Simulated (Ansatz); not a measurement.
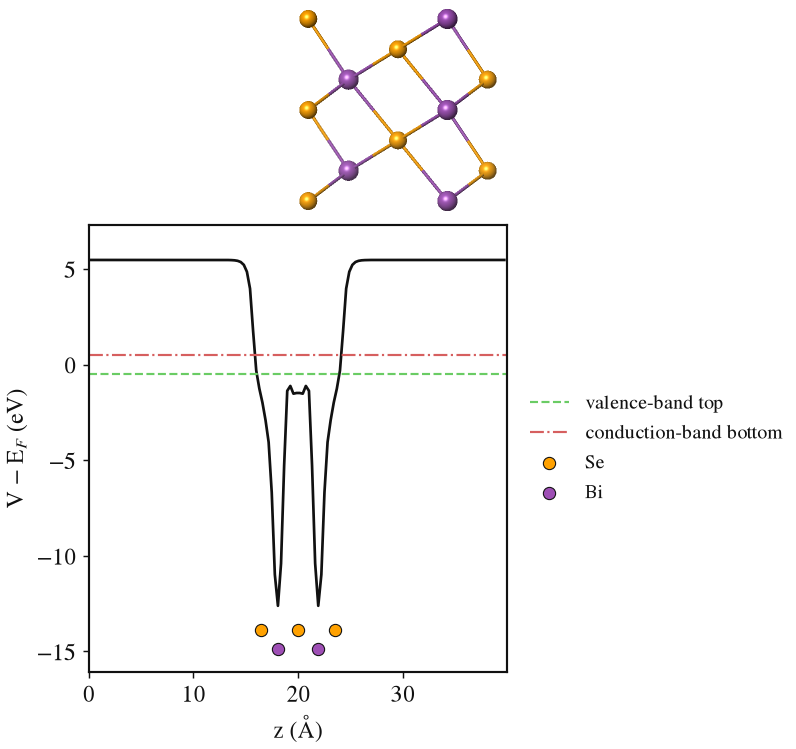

Plane-averaged electrostatic potential energy of an electron across the slab; circles at the bottom mark the heights of the atoms (positions after relaxation). The structure is drawn too.

System: Bi$_{2}$Se$_{3}$ (slab), 5 atoms in the cell. Starting structure of the relaxation:

```yaml
crystal:
  lattice:
    - [4.14361, 0.00000, 0.00000]
    - [-2.07180, 3.58847, 0.00000]
    - [0.00000, 0.00000, 39.97833]
  atoms:
    - { symbol: Se, position: [0.00000, 0.00000, 0.41259] }
    - { symbol: Bi, position: [0.33333, 0.66667, 0.45192] }
    - { symbol: Se, position: [0.66667, 0.33333, 0.50000] }
    - { symbol: Bi, position: [0.00000, 0.00000, 0.54808] }
    - { symbol: Se, position: [0.33333, 0.66667, 0.58741] }
```

Computed with Ansatz 0.2.0: DFT PBE+D3(BJ), scalar-relativistic, plane waves, PAW, no spin polarisation, 9×9×1 k mesh, 420 eV cutoff, Gaussian smearing of 0.02 eV.

What are the ionisation potential and the electron affinity of the slab?

Answer. From the vacuum level at the right face the ionisation potential is 5.94 eV and the electron affinity 5.00 eV; the left face gives the same. The slab's gap, their difference before rounding, is 0.95 eV. The two vacuum levels agree, so the slab has no net dipole along its normal.

How thick are slab and vacuum?

Answer. The outermost atoms are 7.0 Å apart, which leaves 32.9 Å of vacuum in a cell 40.0 Å high.

Spin-orbit coupling is left out, which matters for Bi.
